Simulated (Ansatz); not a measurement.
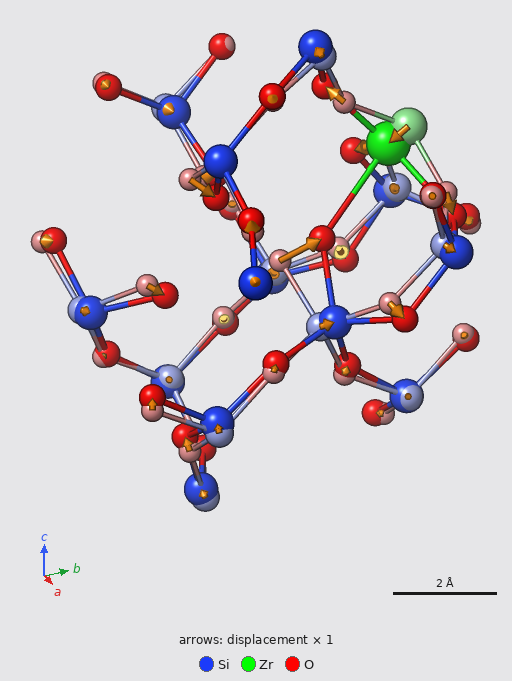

A relaxation of a defect cell of composition Si22ZrO48. The starting structure is drawn faded, the final one solid; orange arrows show the displacements, at their true length.

The picture is a ball-and-stick view of the atoms within 5.0 Å of the atom that moves most (axes of the cell of the calculation, reduced to other axes (origin shifted)), seen slightly off an axis. Lengths and directions refer to the drawn axes.

Method: Ansatz, DFT, PBEsol, PAW, plane waves. Settings: plane-wave cutoff 420 eV; k-point mesh 1 × 1 × 1; mesh shifted by (0.25, 0.25, 0.25); collinear spin; atoms relaxed in a fixed cell; force threshold 0.03 eV/Å; at most 80 steps.

> Which element moves most?

Oxygen: up to 1.02 Å, against 0.51 Å for zirconium.

> What happened in the run?

The energy falls by 12.720 eV per cell of the calculation in 14 accepted moves (15 points after the start). The largest force component goes from 19 to 0.024 eV/Å. The line search rejected the trial step at point 11 of the run. An O atom moves most: 1.02 Å along [2 2 1]. By element the largest moves are O 1.02 Å, Zr 0.51 Å, Si 0.35 Å. The cell stays as it was. Near-neighbour distances that change, for instance: O–Zr 3.639 → 2.419 Å, O–Zr 1.602 → 1.989 Å, O–Zr 1.592 → 1.927 Å, O–Zr 1.620 → 1.939 Å. New bonds form: O–Zr (3.64 → 2.42 Å). Among the angles between lasting bonds that change: Si–O–Si 143.4° → 122.3°, Si–O–Zr 144.0° → 125.2°, Si–O–Si 144.5° → 161.5°. Cost: 18 s on 1 × NVIDIA GB200 with 8 threads of Arm Neoverse-V2, peak memory 1.9 GiB.
